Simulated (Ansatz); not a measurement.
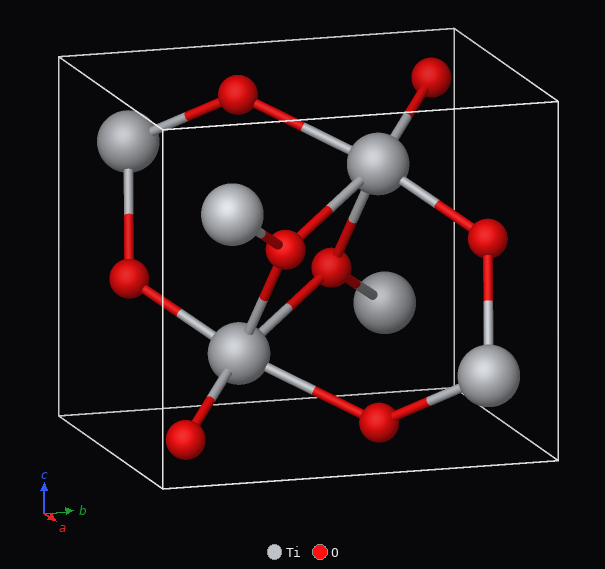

We look at a ball-and-stick model of the crystal slightly off an axis. Lines trace the edges of the simulation cell.

Input used:
```yaml
crystal:
  lattice:
    - [4.5455839068, 0.0, 0.0]
    - [0.0, 5.5133371794, 0.0]
    - [0.0, 0.0, 4.8935949524]
  atoms:
    - { symbol: Ti, position: [0.5, 0.6758058729, 0.75] }
    - { symbol: Ti, position: [0.0, 0.8241941271, 0.25] }
    - { symbol: Ti, position: [0.5, 0.3241941271, 0.25] }
    - { symbol: Ti, position: [0.0, 0.1758058729, 0.75] }
    - { symbol: O, position: [0.7288854363, 0.618156108, 0.0808267092] }
    - { symbol: O, position: [0.2288854363, 0.881843892, 0.9191732908] }
    - { symbol: O, position: [0.7711145637, 0.881843892, 0.5808267092] }
    - { symbol: O, position: [0.2711145637, 0.618156108, 0.4191732908] }
    - { symbol: O, position: [0.7288854363, 0.381843892, 0.5808267092] }
    - { symbol: O, position: [0.2288854363, 0.118156108, 0.4191732908] }
    - { symbol: O, position: [0.7711145637, 0.118156108, 0.0808267092] }
    - { symbol: O, position: [0.2711145637, 0.381843892, 0.9191732908] }
kpoints:
  mp_grid: { grid: [6, 6, 6] }
  band_path:
    path:
      - [0.0, 0.0, 0.0]
      - [0.5, 0.0, 0.0]
      - [0.5, 0.5, 0.0]
      - [0.0, 0.5, 0.0]
      - [0.0, 0.0, 0.5]
      - [0.5, 0.0, 0.5]
      - [0.5, 0.5, 0.5]
      - [0.0, 0.5, 0.5]
      - [0.0, 0.05, 0.0]
    npoints: 1
hamiltonian:
  xc: r2scan
scf:
  occupations: { method: fixed }
  n_extra_bands: 7
output:
  forces: true
  stress: true
  eigenvalues: true
  write_density: true
  write_potential: true
  elf: true
  volumetric_format: npy
```

Computational set-up: Ansatz, DFT, r2SCAN, plane waves, PAW, plane-wave cutoff 500 eV, k-point mesh 6×6×6, no spin polarisation.

**Predict the gap.**

An insulator at this level, with a gap of 3.05 eV, indirect; the smallest direct gap is 3.08 eV.

**Give the pressure and its sign.**

The computed pressure is 0.0 GPa, close to zero.

Provenance: a structure listed in the Materials Project. Earlier steps of the study, as a rule a relaxation of our own, may have changed the cell and positions, so they can lie some per cent off the listed ones. A calculation with Ansatz used it as input.
